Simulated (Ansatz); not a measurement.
# Single-point calculation of Al$_{6}$P$_{6}$H (charge +1)

- system: Al$_{6}$P$_{6}$H (defect cell, 13 atoms in the cell, total charge +1)
- method: DFT PBE, scalar-relativistic, plane waves, PAW, PAW set soft_1, no spin polarisation (Ansatz 0.2.0)

The structure derives from an entry of the Crystallography Open Database. Figures and captions count atoms from 1; the log counts them from 0 in places.

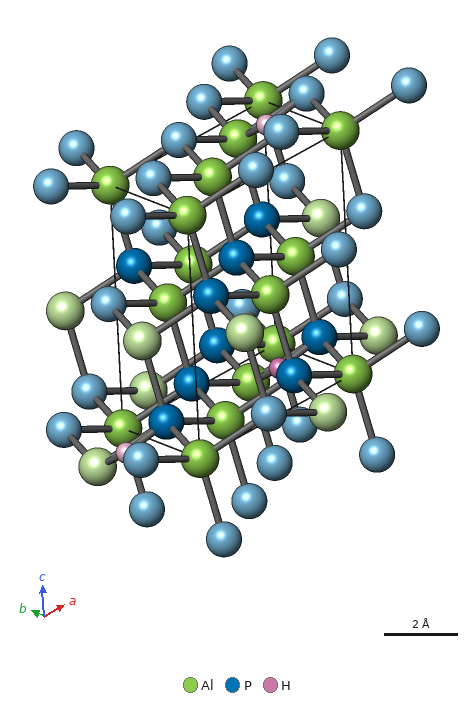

The input geometry (ball-and-stick view of the cell of the calculation, seen slightly off an axis; neighbours outside the cell are drawn fainter).

**The input**
```yaml
crystal:
  lattice:
    - [-5.5065207324, -2.7532603662, 2.7532603662]
    - [-2.7532603662, 2.7532603662, 5.5065207324]
    - [-5.5065207324, 2.7532603662, -2.7532603662]
  atoms:
    - { symbol: Al, position: [0.1666666667, 0.6666666667, 0.5] }
    - { symbol: Al, position: [0.6666666667, 0.6666666667, 0.0] }
    - { symbol: Al, position: [0.5, 0.0, 0.5] }
    - { symbol: Al, position: [0.0, 0.0, 0.0] }
    - { symbol: Al, position: [0.3333333333, 0.3333333333, 0.0] }
    - { symbol: Al, position: [0.8333333333, 0.3333333333, 0.5] }
    - { symbol: P, position: [0.125, 1.0, 0.625] }
    - { symbol: P, position: [0.625, 1.0, 0.125] }
    - { symbol: P, position: [0.4583333333, 0.3333333333, 0.625] }
    - { symbol: P, position: [0.9583333333, 0.3333333333, 0.125] }
    - { symbol: P, position: [0.2916666667, 0.6666666667, 0.125] }
    - { symbol: P, position: [0.7916666667, 0.6666666667, 0.625] }
    - { symbol: H, position: [0.7384499881, 0.4258984262, 0.0625103124] }
total_charge: 1
basis:
  ecutwfc: 420
kpoints:
  mp_grid: { grid: [4, 4, 4] }
hamiltonian:
  xc: pbe
  pseudopotentials: { kind: paw, azcp: { folder: soft_1 } }
scf:
  occupations: { method: gaussian, width: 0.05 }
output:
  forces: true
  stress: true
  eigenvalues: true
  write_density: true
  write_potential: true
  elf: true
  volumetric_format: npy
```

Run as:
```bash
ansatz run input.yaml --threads 4 --pin off --max-ram 8192MiB --backend cpu --events-out ev --progress --plain --runs-dir out
```

**Log**
```
Engine: ansatz 0.2.0, aarch64-unknown-linux-gnu
Pseudopotentials: kind: paw
Pseudopotential: Al, paw, valence charge 3, recommended cutoff 420 eV (normal), [file]
Pseudopotential: P, paw, valence charge 5, recommended cutoff 420 eV (normal), [file]
Pseudopotential: H, paw, valence charge 1, recommended cutoff 420 eV (normal), [file]
Functional definition: PBE
  parameter kappa = 0.804
  parameter beta = 0.06672455060314922
  exchange = pbe_x(kappa = kappa, mu = beta*pi^2/3)
  correlation = pbe_c(beta = beta)
Crystal: 13 atoms, lattice volume = 250.451 Å³
Basis set: ecut = 420 eV, 4925 PW (Γ), exchange–correlation on 96×96×96 points (8 copies of the dense FFT grid, shifted against one another)
Bands: 37, of which v1, the nominal top of the filled ones, is band 24 counted from 1 (23 counted from 0)
Symmetry: 1 space group operations
Space group: P1 (ITA 1), of the structure as read, at distance tolerance 6.3e-5 Å
k-points: 36 of 64 (time reversal used)
Non-local potential: Al, projectors of the file, l = 0: 2, l = 1: 2, l = 2: 1
Non-local potential: P, projectors of the file, l = 0: 2, l = 1: 2, l = 2: 1
Non-local potential: H, projectors of the file, l = 0: 2, l = 1: 1
PAW form: soft (Blöchl's): semilocal exchange-correlation on the pseudo side does not see the compensation charge
PAW one-centre angular grid: Al, 110 points (default); XC on 64 Gauss nodes
PAW one-centre angular grid: P, 110 points (default); XC on 64 Gauss nodes
PAW one-centre angular grid: H, 110 points (default); XC on 64 Gauss nodes
Initial density: superposition of atomic densities (chi_scale 0.1, normalization cell, long waves kept (reshape's long-wave potential 0.01 eV rms))
Initial wavefunctions: pseudopotential atomic-orbital guess
Functional: x = pbe(κ = 0.804, μ = 0.2195149727645171), c = pbe(β = 0.06672455060314922)
SCF iter   1: F=—  HF=-7788.320791 eV  |F-HF|=—  |Δ(HF+E_count)|=         —  Δρ=4.92e-2  dr2=8.43e0  ethr=3.10e-3  ⟨swp⟩=9.5  Hψ=8479  notcnv=0  defer=50
preconditioner: auto → Resta (q_TF=auto, 2.072 Å⁻¹)  ε∞=4.4  [insulator: Δε(μ)=1.546 eV  Ē_g=8.868 eV  σ=0.050 eV  W_gap=1.00  n_scr=38 (ndim 8)  ℏωp=16.3 eV  f_vac=0.000  D(μ)=0.00/eV (n_scr^D=0)  ε∞_Penn≈4.4]
SCF iter   2: F=—  HF=-7786.435467 eV  |F-HF|=—  |Δ(HF+E_count)|=    1.89e0  Δρ=2.55e-2  dr2=1.89e0  ethr=3.10e-3  ⟨swp⟩=3.0  Hψ=2836  notcnv=0  defer=210
SCF iter   3: F=—  HF=-7786.022873 eV  |F-HF|=—  |Δ(HF+E_count)|=   4.13e-1  Δρ=4.63e-3  dr2=6.74e-2  ethr=3.10e-3  ⟨swp⟩=3.0  Hψ=2244  notcnv=0  defer=210
SCF iter   4: F=—  HF=-7786.035851 eV  |F-HF|=—  |Δ(HF+E_count)|=   1.30e-2  Δρ=9.72e-4  dr2=3.08e-3  ethr=1.40e-4  ⟨swp⟩=3.7  Hψ=2527  notcnv=0  defer=224
SCF iter   5: F=—  HF=-7786.039410 eV  |F-HF|=—  |Δ(HF+E_count)|=   3.56e-3  Δρ=3.05e-4  dr2=3.58e-4  ethr=6.41e-6  ⟨swp⟩=2.0  Hψ=2034  notcnv=0  defer=224
SCF iter   6: F=—  HF=-7786.039774 eV  |F-HF|=—  |Δ(HF+E_count)|=   3.64e-4  Δρ=6.55e-5  dr2=1.55e-5  ethr=7.47e-7  ⟨swp⟩=2.0  Hψ=1955  notcnv=0  defer=224
SCF iter   7: F=—  HF=-7786.039686 eV  |F-HF|=—  |Δ(HF+E_count)|=   8.86e-5  Δρ=1.52e-5  dr2=1.06e-6  ethr=3.22e-8  ⟨swp⟩=2.0  Hψ=1991  notcnv=0  defer=224
SCF iter   8: F=-7786.039686 eV  HF=-7786.039686 eV  |F-HF|=5.33e-8  |Δ(HF+E_count)|=   4.19e-7  Δρ=3.86e-6  dr2=6.42e-8  ethr=2.08e-10  ⟨swp⟩=23.9  Hψ=14569  notcnv=0
SCF 1 converged in 8 iterations: F = -7786.039686 eV  dr2 = 6.42e-8
  greatest PAW one-centre occupation: 0.779 electrons in one spin orbital (limit 2), on the P atom at site 9 (counted from 0), in its partial waves of l = 0
SCF converged after 8 iterations
Free energy (F): -7786.039686 eV
Harris-Foulkes:  -7786.039686 eV  (|F-HF|=5.33e-8)
Internal energy: -7786.039686 eV  (E = F + TS)
E sigma→0 (E₀):  -7786.039686 eV
Fermi energy:    5.332434 eV
--- Per-component energies (eV) ---
  E_band       = 12.468459
  E_kinetic    = 554.072679
  E_local      = -500.161494  (includes V_loc(G=0)·N_el)
  E_nonlocal   = 253.384104
  E_hartree    = 157.501224
  E_xc         = -664.593066
  E_vxc        = -542.116161  (∫ρ·V_xc dr)
  E_paw        = -6166.161204  (= ΣΔE_a)
  E_vpaw       = -67.711860  (= ΣTr[D̂ρ^β])
  E_aug_tail   = -0.001062  (compensation charges beyond the density's cutoff)
  E_ewald      = -1420.080867
  E_smearing   = -0.000000  (= −TS)
  E_closure    = 0.000000  (closes the sum)
  E_deformation_potential = 11.919209  (in the stress; not in F)
  Σ components = -7786.039686   (vs F -7786.039686, Δ=0.00e0)
--- Forces (eV/Å), atoms counted from 1 ---
  atom   1  Al    -0.18649671     0.13597705    -0.20255819
  atom   2  Al     1.04606581     2.32571884     4.50125515
  atom   3  Al    -0.16284256     0.21139655    -0.14632047
  atom   4  Al     0.46994465    -0.72935037    -0.19683434
  atom   5  Al    -0.03752077    -0.71361244     1.10157346
  atom   6  Al    -0.40329280     0.67154183    -0.54620286
  atom   7  P      0.05411726    -0.02751371     0.20799207
  atom   8  P     -0.02962138     0.12929394    -0.36636175
  atom   9  P      0.07692315    -0.01913404     0.01349052
  atom  10  P     -0.69522980    -0.46798918    -1.07425041
  atom  11  P     -0.01318357     0.05195922    -0.23356199
  atom  12  P     -0.04841888    -0.16788154    -0.07788616
  atom  13  H     -0.07044842    -1.40037373    -2.98040998
  max |Σ_I F_I| component: 7.49e-5 eV/Å
--- Stress (GPa, compression-positive) ---
        2.039968       0.188700       0.216004
        0.188707       3.506376       1.539364
        0.216016       1.539356       5.746893
  P = ⅓ Tr σ = 3.7644 GPa (37.644 kbar)
--- Band table (eV; the first three rows and the last of 36) ---
  k-point 0: bands = ["-7.6592", "-5.6827", "-4.6949", "-4.4860", "-4.1397", "-4.0970", "-2.3242", "-0.5454", "-0.2767", "0.1622", "0.2790", "0.6716", "1.2677", "1.9275", "1.9742", "2.7197", "3.0288", "3.1833", "3.5513", "3.7298", "3.9614", "4.8025", "4.9276", "4.9673", "6.6178", "7.4880", "7.8126", "8.0012", "8.0965", "8.8799", "8.9004", "9.1644", "9.3321", "9.6520", "9.7846", "9.8233", "9.8968"]
  k-point 1: bands = ["-7.6193", "-5.6409", "-4.9382", "-4.4863", "-4.1394", "-4.1030", "-2.3119", "-0.2836", "-0.0209", "0.2326", "0.2908", "0.6946", "1.3246", "1.8532", "1.9634", "2.8113", "3.0441", "3.1698", "3.4090", "3.6955", "3.7934", "4.0148", "4.8200", "4.8557", "6.7293", "7.6378", "7.8627", "7.9876", "8.5079", "8.6206", "8.7701", "9.3437", "9.7891", "9.9796", "10.0236", "10.1294", "10.1872"]
  k-point 2: bands = ["-7.5768", "-5.5563", "-5.2050", "-4.4864", "-4.1400", "-4.1082", "-2.2992", "-0.2834", "0.0373", "0.2935", "0.6610", "1.4087", "1.4638", "1.8704", "1.9064", "1.9284", "2.7915", "3.1665", "3.3086", "3.3432", "3.7771", "4.0768", "4.7298", "4.7457", "6.7880", "7.7740", "8.0917", "8.1652", "8.2891", "8.4091", "8.4270", "9.5400", "10.2274", "10.2890", "10.4140", "10.6003", "10.7220"]
  k-point 35: bands = ["-7.4796", "-5.4570", "-5.0104", "-4.7318", "-4.6937", "-4.1560", "-2.2893", "-0.2307", "0.2165", "0.3572", "0.8078", "1.3998", "1.4741", "2.2421", "2.5955", "2.7020", "2.9710", "3.1880", "3.6039", "3.7077", "3.7284", "3.8214", "4.1518", "4.1602", "6.2982", "7.1091", "7.1969", "7.7029", "8.2295", "8.3832", "8.6253", "9.1460", "9.2971", "9.5361", "9.7356", "9.7788", "9.8035"]
```

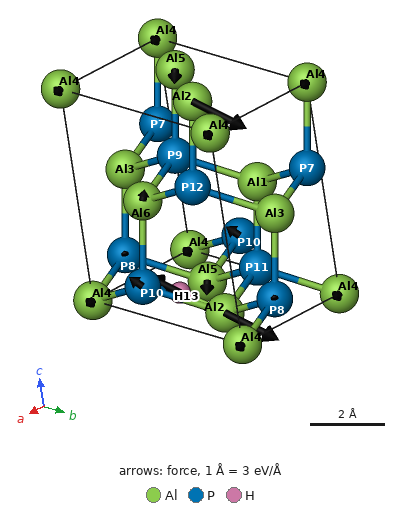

Forces on the atoms as black arrows (ball-and-stick view of the cell of the calculation, seen slightly off an axis; atoms are numbered from 1 in the order of the input); the smallest are left out. The largest act on Al2 (5.17 eV/Å); H13 (3.29 eV/Å). The geometry is not a stationary point of this energy.

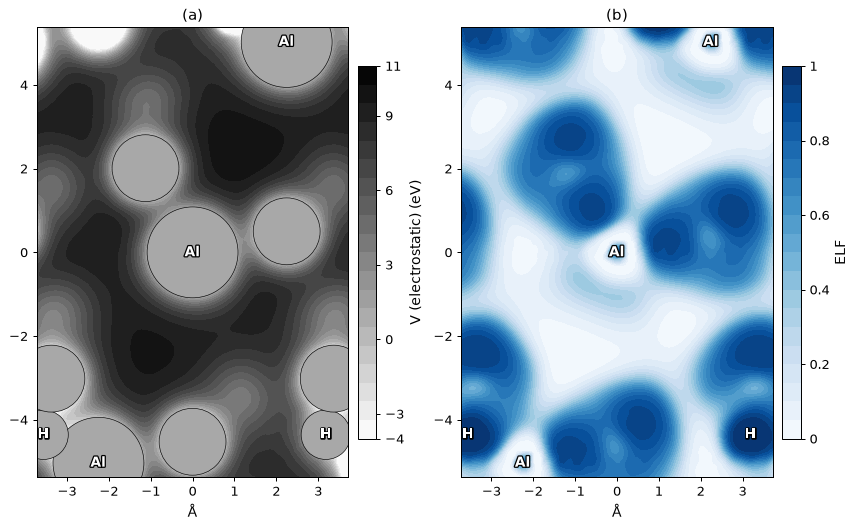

(a) electrostatic potential (local pseudopotential plus Hartree) felt by an electron; (b) electron localisation function on the (101̄) plane of the calculation cell. Grey discs, where drawn, cover atomic cores. Atoms in the plane: Al and H. Al–H (1.47 Å): the ELF climbs to about 1 towards the hydrogen, as it does in any bond to H. Outside the cores the potential energy rises away from the atoms and is highest about 2.3 Å from the nearest atoms; outside the discs it spans about 14 eV, and its zero is arbitrary. In a PAW calculation such maps are meaningful between the atoms, not at the nuclei.

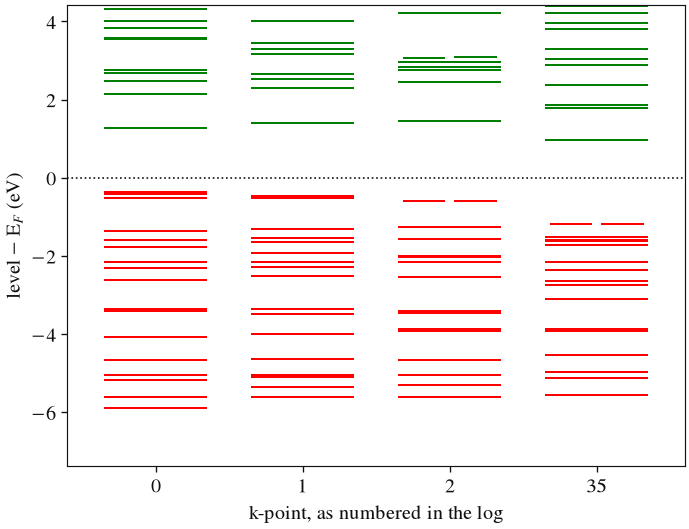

Kohn–Sham levels near the Fermi level (dotted) at the few k-points that the log prints; levels within 0.02 eV of each other stand side by side. Among these points the highest filled and lowest empty levels are 1.33 eV apart; the gap on the full mesh, 0.73 eV, has an edge at a point that isn't printed.

**Results in brief**

```tsv
quantity	value
outcome	converged
electrons treated	48
free energy	−7786.0397 eV
Fermi energy	5.332 eV
gap on the k-point mesh	0.73 eV
pressure	3.76 GPa
largest force (length of the vector)	5.173 eV/Å
hardware	4 threads of Arm Neoverse N1, 98 GiB of memory available, shared host
wall time	17 s (CPU time 66 s)
peak memory	0.65 GiB
```
